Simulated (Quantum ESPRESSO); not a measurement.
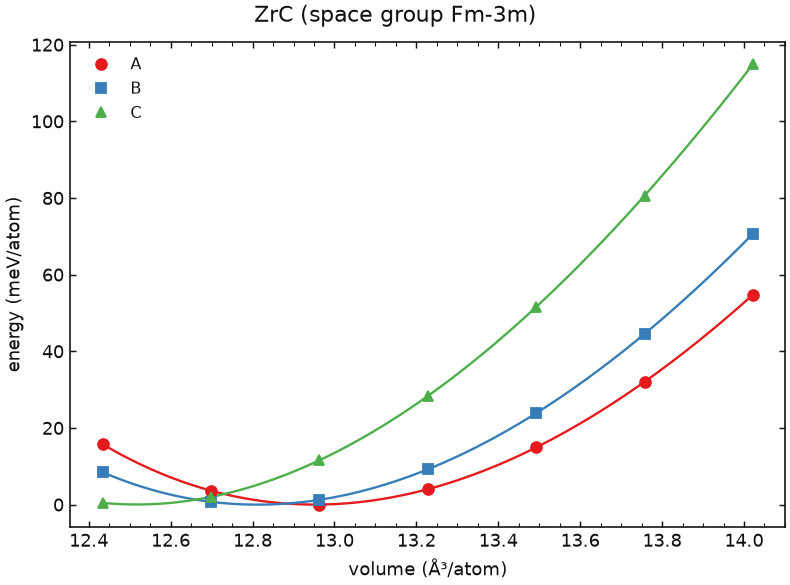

The plot gives the computed energy against volume, with one curve for each functional, for ZrC (space group Fm-3m). The labels are replaced by letters. In alphabetical order the cases are: LDA; PBE + D3(BJ); rev-vdW-DF2.

Method: plane-wave DFT, no spin polarisation; energies at scaled volumes of the given cell, shape and fractions fixed, counted from the fit's minimum, third-order Birch-Murnaghan fit (Quantum ESPRESSO 7.5). All runs: no spin polarisation.

- k mesh: 10×10×10
- occupations: Fermi–Dirac
- smearing width: 0.05 eV
- wave cutoff: 1116 eV
- density cutoff: 4463 eV

### Which letter stands for which functional?

A: rev-vdW-DF2; B: PBE + D3(BJ); C: LDA.

Note: potentials made for another functional (rev-vdW-DF2).
